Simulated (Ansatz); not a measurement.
H₃CCl: several calculations on one system

### Relaxation

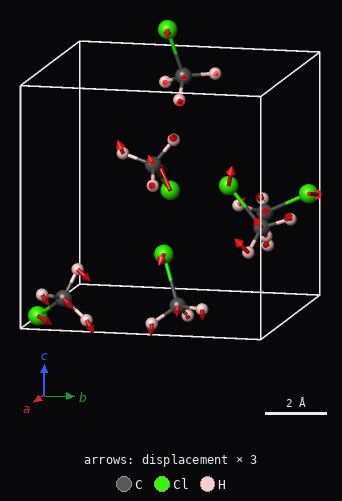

A relaxation of an amorphous cell of composition H3CCl. The starting structure is drawn; red arrows show the displacements, 3 times their true length.

Style: ball-and-stick. Shown: the cell of the calculation (origin shifted), slightly off an axis.

The cell holds 6 CH3Cl. The run prepares the start of a later molecular dynamics calculation, from a guessed geometry.

These are results of DFT PBE, scalar-relativistic, plane waves, PAW (Ansatz), not measurements. Set-up: plane-wave cutoff 420 eV; k-point mesh 1 × 1 × 1; occupations fermi dirac; smearing width 0.02 eV; no spin polarisation; atoms relaxed in a fixed cell; force threshold 0.3 eV/Å; at most 15 steps.

**Atoms of which element are displaced furthest, and by how much?**

Chlorine: up to 0.38 Å, against 0.26 Å for hydrogen.

**Describe the change and its energy.**

Over 2 geometry steps the energy falls by 0.348 eV per cell of the calculation. The largest force component goes from 0.38 to 0.3 eV/Å. The largest move is that of a Cl atom, 0.38 Å roughly along [−1 −1 2]. By element the largest moves are Cl 0.38 Å, H 0.26 Å, C 0.19 Å. The cell stays as it was. Among the contacts that change: C–Cl 1.777 → 1.802 Å, C–H 1.088 → 1.099 Å.

Limits of the set-up: the program's low-accuracy preset was used; the periodic images lie only 8.2 Å apart, so the values are limited by the cell's size.

### Dynamics

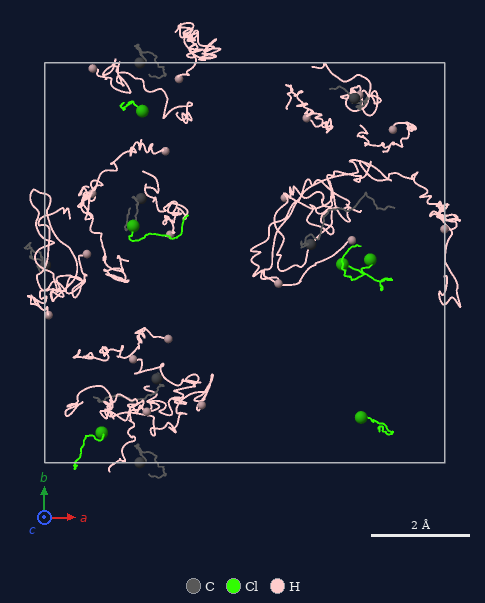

First-principles dynamics of a periodic cell with 6 CH3Cl at 0.911 g/cm³, 225 fs long. Lines trace each atom's path, in the colour of its element; spheres stand at the starting positions. Seen along the c axis in the simulation cell.

Level of theory: Ansatz, DFT PBE, scalar-relativistic, plane waves, PAW. Set-up: plane-wave cutoff 420 eV; k-point mesh 1 × 1 × 1; Fermi-Dirac smearing 0.02 eV; low-accuracy preset; Langevin thermostat (NVT); set temperature 1000 K; time step 0.75 fs; friction 0.02 per fs.

Describe the motion.

In the second half of the run the atoms are, in the root-mean-square, this far from where they began (common drift taken out): H 1.72 Å, C 1.01 Å, Cl 0.82 Å. The molecules turn and drift from their places. Over the second half the temperature averages 1142 K (spread ±138 K). The potential energy in the second half lies on average 86.7 meV per atom above the first frame.

Limits of the set-up: the program's low-accuracy preset was used; the periodic images lie only 8.2 Å apart, so the values are limited by the cell's size.

### Dynamics

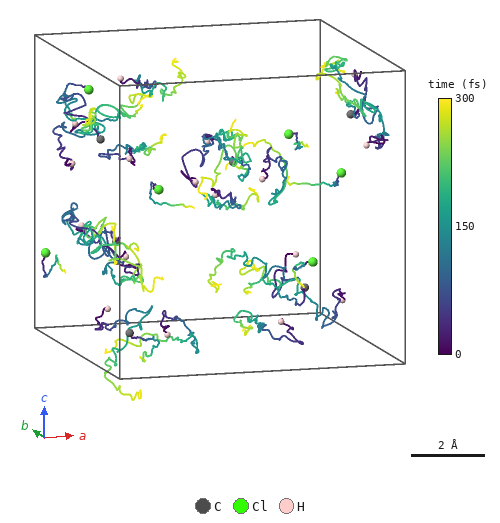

A Born-Oppenheimer molecular dynamics run of a periodic cell with 6 CH3Cl at 0.911 g/cm³, 300 fs long. It starts from the last geometry of an earlier run, with fresh velocities. Lines trace each atom's path, coloured by time; spheres stand at the starting positions. Seen slightly off an axis in the simulation cell.

These are results of Ansatz, DFT PBE, scalar-relativistic, plane waves, PAW, not measurements. Run with plane-wave cutoff 420 eV; k-point mesh 1 × 1 × 1; Fermi-Dirac smearing 0.02 eV; low-accuracy preset; Langevin thermostat (NVT); set temperature 1000 K; time step 1.5 fs; friction 0.02 per fs.

How do the atoms move?

Root-mean-square distances from the starting positions over the second half, with the common drift of all atoms taken out: H 1.65 Å, C 0.96 Å, Cl 0.87 Å. The molecules turn and drift from their places. The time step of 1.5 fs is long for the fastest vibrations here (lightest element hydrogen).

Limits of the set-up: the program's low-accuracy preset was used; the periodic images lie only 8.2 Å apart, so the values are limited by the cell's size.

The run took of the order of 5 core-minutes on a shared host.
